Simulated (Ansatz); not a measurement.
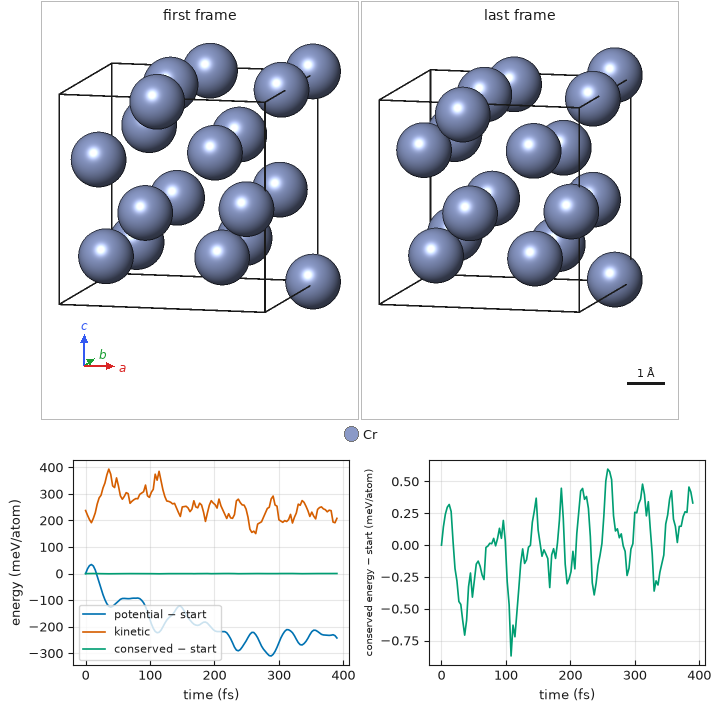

First-principles dynamics of a 16-atom cell of Cr, 390 fs long. It starts from the last geometry of an earlier run, with fresh velocities. Style: spheres-only. Shown: the simulation cell, slightly off an axis.

These are results of DFT PBEsol, scalar-relativistic, plane waves, PAW (Ansatz 0.2.0), not measurements. Settings: plane-wave cutoff 420 eV; k-point mesh 2 × 2 × 2; Fermi-Dirac smearing 0.24 eV; volume 1.05 times that of the relaxed crystal; Langevin thermostat and barostat (NPT); set temperature 1960 K; time step 3 fs; friction 0.01 per fs; target pressure 5 GPa.

Q: How well is the energy conserved, and can the run be trusted?

A: The conserved quantity stays between −0.87 and 0.6 meV per atom of its start. A straight-line fit has a slope that amounts to +0.42 meV per atom over 390 fs (0.2 % of the mean kinetic energy), and the ripple about it is 0.5 % of the kinetic energy's fluctuation. With a drift under 2 % and a ripple under 7 %, the integration is accurate. The mean temperature in the second half is 1773 K (standard deviation 253 K). The pressure hasn't settled at its target of 5.0 GPa. The potential energy in the second half lies on average 245 meV per atom below the first frame. The mean pressure there is 9.2 GPa. The volume ends −8.0 % from the start.

Limits of the set-up: the k-point mesh is coarse for a cell with partly filled bands.

The run took 14 min on 2 threads of Arm Neoverse V2 (shared host), peak memory 0.82 GiB.
